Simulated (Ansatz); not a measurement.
## What a change does: single-point calculation on Ti₃O₄

System: Ti₃O₄ (Amm2, 7 atoms in the cell).
Method of the first run: DFT PBEsol, scalar-relativistic, plane waves, PAW, no spin polarisation (Ansatz 0.2.0).

The structure derives from a Materials Project entry. Text and figures count atoms from 1; the logs count them from 0 in places.

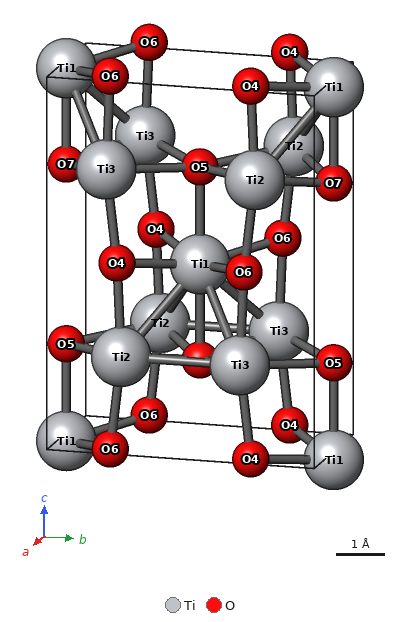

Figure 1. The structure (ball-and-stick view of the cell 2 times as large as that of the calculation, set on its symmetry axes, seen slightly off an axis; atoms are numbered from 1 in the order of the input). An atom can appear more than once, as a periodic image.

The input, the first run:
```yaml
crystal:
  lattice:
    - [2.9128162305, -4.0303540204, 0.0]
    - [2.9128162305, 4.0303540204, 0.0]
    - [0.0, 0.0, 2.9690273776]
  atoms:
    - { symbol: Ti, position: [-0.0221158078, 0.0221158078, 0.5] }
    - { symbol: Ti, position: [0.5412525821, 0.0148133885, 0.0] }
    - { symbol: Ti, position: [-0.0148133885, 0.4587474179, 0.0] }
    - { symbol: O, position: [0.7767057443, 0.7488608773, 0.0] }
    - { symbol: O, position: [0.2384866078, 0.7615133922, 0.5] }
    - { symbol: O, position: [0.2511391227, 0.2232942557, 0.0] }
    - { symbol: O, position: [0.7207334974, 0.2792665026, 0.5] }
basis:
  ecutwfc: 420
kpoints:
  mp_grid: { grid: [8, 8, 14] }
hamiltonian:
  xc: pbesol
scf:
  occupations: { method: gaussian, width: 0.15 }
output:
  forces: true
  stress: true
  eigenvalues: true
```

Launched with:
```bash
ansatz run input.yaml --threads 2 --pin off --max-ram 5120MiB --backend cpu --events-out ev --progress --plain --runs-dir out
```

Hardware: 2 threads of Intel Xeon @ 2.50GHz (Skylake/Cascade Lake), 189 GiB of memory available, shared host.

Output, shortened to warnings, some set-up lines, iterations and results (the first run):
```
Basis set: ecut = 420 eV, 1341 PW (Γ), exchange–correlation on 72×72×40 points (8 copies of the dense FFT grid, shifted against one another)
Symmetry: 4 space group operations
k-points: 168 of 896 (time reversal used)
Initial density: superposition of atomic densities (neutral atoms: chi_scale 0, normalization atom), corrected by the library's trained network
[...]
SCF iter   1: F=—  HF=-9674.628812 eV  |F-HF|=—  |Δ(HF+E_count)|=         —  Δρ=1.81e-2  dr2=1.89e-1  ethr=1.77e-3  ⟨swp⟩=4.8  Hψ=24541  notcnv=0
SCF iter   2: F=—  HF=-9674.615722 eV  |F-HF|=—  |Δ(HF+E_count)|=   1.31e-2  Δρ=1.60e-2  dr2=1.19e-1  ethr=3.15e-4  ⟨swp⟩=3.0  Hψ=16031  notcnv=0  defer=330
SCF iter   3: F=—  HF=-9674.582353 eV  |F-HF|=—  |Δ(HF+E_count)|=   3.34e-2  Δρ=2.64e-3  dr2=4.56e-3  ethr=1.98e-4  ⟨swp⟩=2.0  Hψ=9746  notcnv=0  defer=330
SCF iter   4: F=—  HF=-9674.581880 eV  |F-HF|=—  |Δ(HF+E_count)|=   4.72e-4  Δρ=8.71e-4  dr2=6.47e-4  ethr=7.59e-6  ⟨swp⟩=2.0  Hψ=9134  notcnv=0  defer=325
SCF iter   5: F=—  HF=-9674.581803 eV  |F-HF|=—  |Δ(HF+E_count)|=   7.73e-5  Δρ=2.27e-4  dr2=4.07e-5  ethr=1.08e-6  ⟨swp⟩=2.0  Hψ=7938  notcnv=0  defer=325
SCF iter   6: F=—  HF=-9674.581777 eV  |F-HF|=—  |Δ(HF+E_count)|=   2.62e-5  Δρ=9.53e-5  dr2=4.89e-6  ethr=6.78e-8  ⟨swp⟩=2.0  Hψ=8942  notcnv=0  defer=325
SCF iter   7: F=—  HF=-9674.581776 eV  |F-HF|=—  |Δ(HF+E_count)|=   3.95e-7  Δρ=2.41e-5  dr2=2.41e-7  ethr=8.15e-9  ⟨swp⟩=2.0  Hψ=8786  notcnv=0  defer=325
SCF iter   8: F=-9674.581776 eV  HF=-9674.581776 eV  |F-HF|=4.27e-9  |Δ(HF+E_count)|=   3.94e-8  Δρ=5.32e-6  dr2=1.51e-8  ethr=1.67e-10  ⟨swp⟩=10.3  Hψ=26507  notcnv=0
SCF 1 converged in 8 iterations: F = -9674.581776 eV  dr2 = 1.51e-8
SCF converged after 8 iterations
Free energy (F): -9674.581776 eV
Harris-Foulkes:  -9674.581776 eV  (|F-HF|=4.27e-9)
Internal energy: -9674.548150 eV  (E = F + TS)
E sigma→0 (E₀):  -9674.564963 eV
Entropy (-TS):   -0.033627 eV (-4.804 meV/atom)
Fermi energy:    13.928792 eV
--- Per-component energies (eV) ---
  E_band       = -411.163015
  E_kinetic    = 1529.567622
  E_local      = -3781.177540  (includes V_loc(G=0)·N_el)
  E_nonlocal   = 217.363057
  E_hartree    = 1511.345088
  E_xc         = -587.419962
  E_vxc        = -746.595894  (∫ρ·V_xc dr)
  E_paw        = -3676.303367  (= ΣΔE_a)
  E_vpaw       = -653.021988  (= ΣTr[D̂ρ^β])
  E_aug_tail   = 0.010094  (compensation charges beyond the density's cutoff)
  E_ewald      = -4888.492446
  E_core_change = 0.559305  (= ΣΔE_core)
  E_smearing   = -0.033627  (= −TS)
  E_closure    = 0.000000  (closes the sum)
  Σ components = -9674.581776   (vs F -9674.581776, Δ=0.00e0)
--- Forces (eV/Å), atoms counted from 1 ---
  atom   1  Ti     0.00000000    -2.88260217    -0.00000000
  atom   2  Ti    -2.66174585     0.95693343     0.00000000
  atom   3  Ti     2.66174585     0.95693343     0.00000000
  atom   4  O      0.70825319     1.11963178     0.00000000
  atom   5  O      0.00000000    -0.57622060    -0.00000000
  atom   6  O     -0.70825319     1.11963178     0.00000000
  atom   7  O      0.00000000    -0.69423963    -0.00000000
  max |Σ_I F_I| component: 6.80e-5 eV/Å
--- Stress (GPa, compression-positive) ---
        0.776018       0.000000       0.000000
        0.000000       5.091871       0.000000
        0.000000       0.000000      -1.496334
  P = ⅓ Tr σ = 1.4572 GPa (14.572 kbar)
```

The input of the second run differs as follows (lines with − go, lines with + come):
```diff
-    - { symbol: Ti, position: [-0.0221158078, 0.0221158078, 0.5] }
-    - { symbol: Ti, position: [0.5412525821, 0.0148133885, 0.0] }
-    - { symbol: Ti, position: [-0.0148133885, 0.4587474179, 0.0] }
-    - { symbol: O, position: [0.7767057443, 0.7488608773, 0.0] }
-    - { symbol: O, position: [0.2384866078, 0.7615133922, 0.5] }
-    - { symbol: O, position: [0.2511391227, 0.2232942557, 0.0] }
-    - { symbol: O, position: [0.7207334974, 0.2792665026, 0.5] }
+    - { symbol: Ti, position: [-0.0073719359, 0.0073719359, 0.5] }
+    - { symbol: Ti, position: [0.5137508607, 0.0049377962, 0.0] }
+    - { symbol: Ti, position: [-0.0049377962, 0.4862491393, 0.0] }
+    - { symbol: O, position: [0.767424122, 0.7581424996, 0.0] }
+    - { symbol: O, position: [0.2520799061, 0.7479200939, 0.5] }
+    - { symbol: O, position: [0.2418575004, 0.232575878, 0.0] }
+    - { symbol: O, position: [0.7343267957, 0.2656732043, 0.5] }
```

What does this change do to the results?

With the same functional and potentials, the second run lies 64.4 meV per atom lower. The pressure goes from 1.46 to 0.01 GPa. The largest force goes from 2.883 to 0.286 eV/Å. The SCF takes 7 iterations against 8.

Output, shortened to warnings, some set-up lines, iterations and results (the second run):
```
Basis set: ecut = 420 eV, 1341 PW (Γ), exchange–correlation on 72×72×40 points (8 copies of the dense FFT grid, shifted against one another)
Symmetry: 4 space group operations
k-points: 168 of 896 (time reversal used)
Initial density: superposition of atomic densities (neutral atoms: chi_scale 0, normalization atom), corrected by the library's trained network
[...]
SCF iter   1: F=—  HF=-9675.080499 eV  |F-HF|=—  |Δ(HF+E_count)|=         —  Δρ=1.78e-2  dr2=1.76e-1  ethr=1.77e-3  ⟨swp⟩=4.9  Hψ=23758  notcnv=0
SCF iter   2: F=—  HF=-9675.064281 eV  |F-HF|=—  |Δ(HF+E_count)|=   1.62e-2  Δρ=1.54e-2  dr2=1.06e-1  ethr=2.93e-4  ⟨swp⟩=3.0  Hψ=16021  notcnv=0  defer=245
SCF iter   3: F=—  HF=-9675.032771 eV  |F-HF|=—  |Δ(HF+E_count)|=   3.15e-2  Δρ=9.12e-4  dr2=3.92e-4  ethr=1.77e-4  ⟨swp⟩=2.0  Hψ=9926  notcnv=0  defer=245
SCF iter   4: F=—  HF=-9675.032854 eV  |F-HF|=—  |Δ(HF+E_count)|=   8.36e-5  Δρ=3.57e-4  dr2=6.97e-5  ethr=6.54e-7  ⟨swp⟩=2.2  Hψ=10855  notcnv=0  defer=245
SCF iter   5: F=—  HF=-9675.032794 eV  |F-HF|=—  |Δ(HF+E_count)|=   6.07e-5  Δρ=5.56e-5  dr2=1.56e-6  ethr=1.16e-7  ⟨swp⟩=2.7  Hψ=10823  notcnv=0  defer=245
SCF iter   6: F=—  HF=-9675.032794 eV  |F-HF|=—  |Δ(HF+E_count)|=   6.94e-7  Δρ=1.82e-5  dr2=1.52e-7  ethr=1.67e-10  ⟨swp⟩=10.9  Hψ=30444  notcnv=0
SCF iter   7: F=-9675.032794 eV  HF=-9675.032794 eV  |F-HF|=8.55e-11  |Δ(HF+E_count)|=   9.08e-9  Δρ=4.81e-6  dr2=1.09e-8  ethr=1.67e-10  ⟨swp⟩=5.1  Hψ=21543  notcnv=0
SCF 1 converged in 7 iterations: F = -9675.032794 eV  dr2 = 1.09e-8
SCF converged after 7 iterations
Free energy (F): -9675.032794 eV
Harris-Foulkes:  -9675.032794 eV  (|F-HF|=8.55e-11)
Internal energy: -9675.001310 eV  (E = F + TS)
E sigma→0 (E₀):  -9675.017052 eV
Entropy (-TS):   -0.031484 eV (-4.498 meV/atom)
Fermi energy:    14.496228 eV
--- Per-component energies (eV) ---
  E_band       = -407.205485
  E_kinetic    = 1528.335058
  E_local      = -3702.108765  (includes V_loc(G=0)·N_el)
  E_nonlocal   = 217.972827
  E_hartree    = 1473.761084
  E_xc         = -586.964722
  E_vxc        = -746.018305  (∫ρ·V_xc dr)
  E_paw        = -3676.360554  (= ΣΔE_a)
  E_vpaw       = -652.919384  (= ΣTr[D̂ρ^β])
  E_aug_tail   = 0.010073  (compensation charges beyond the density's cutoff)
  E_ewald      = -4930.205617
  E_core_change = 0.559305  (= ΣΔE_core)
  E_smearing   = -0.031484  (= −TS)
  E_closure    = 0.000000  (closes the sum)
  Σ components = -9675.032794   (vs F -9675.032794, Δ=0.00e0)
--- Forces (eV/Å), atoms counted from 1 ---
  atom   1  Ti     0.00000000     0.21182814     0.00000000
  atom   2  Ti     0.24864289    -0.14205085    -0.00000000
  atom   3  Ti    -0.24864289    -0.14205085    -0.00000000
  atom   4  O      0.15602246    -0.02316712    -0.00000000
  atom   5  O      0.00000000     0.05770656    -0.00000000
  atom   6  O     -0.15602246    -0.02316712     0.00000000
  atom   7  O      0.00000000     0.06093833     0.00000000
  max |Σ_I F_I| component: 3.71e-5 eV/Å
--- Stress (GPa, compression-positive) ---
       -1.425016       0.000000       0.000000
        0.000000       1.932329       0.000000
        0.000000       0.000000      -0.474355
  P = ⅓ Tr σ = 0.0110 GPa (0.110 kbar)
```

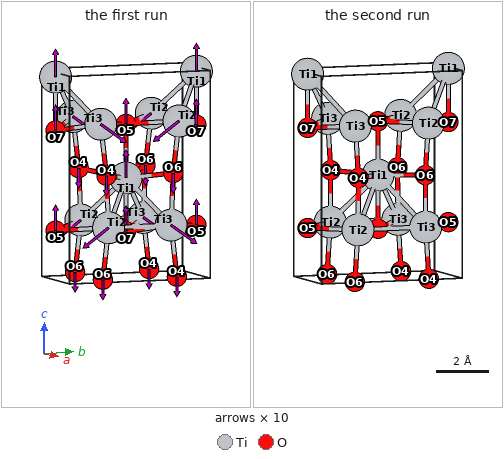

Figure 2. The two input geometries at one scale (ball-and-stick view of the cell 2 times as large as that of the calculation, set on its symmetry axes, seen slightly off an axis). The pink arrows on the first give the shifts of the atoms relative to the cell, with their mean removed, magnified 10 times. The largest moves, 0.13 Å, are those of Ti2 and Ti3. Largest moves by element: Ti 0.13 Å, O 0.10 Å. (The mean shift of all atoms is removed.) The lattice vectors keep their values. Among the contacts that change: Ti2–Ti3 2.586 → 2.804 Å, Ti1–Ti2 2.621 → 2.803 Å, Ti2–O5 2.206 → 2.118 Å, Ti2–O7 1.998 → 2.048 Å.

The two runs side by side:

| quantity | the first run | the second run |
| --- | --- | --- |
| outcome | converged | converged |
| free energy per atom (eV) | −1382.0831 | −1382.1475 |
| energy per atom, smearing taken to zero (eV) | −1382.0807 | −1382.1453 |
| gap on the mesh (eV) | 0.00 | 0.00 |
| pressure (GPa) | 1.46 | 0.01 |
| largest force (eV/Å) | 2.883 | 0.286 |
| SCF iterations | 8 | 7 |
| irreducible k-points | 168 | 168 |
| plane waves at Γ | 1341 | 1341 |
| wall time (shared host) | 40 s | 40 s |
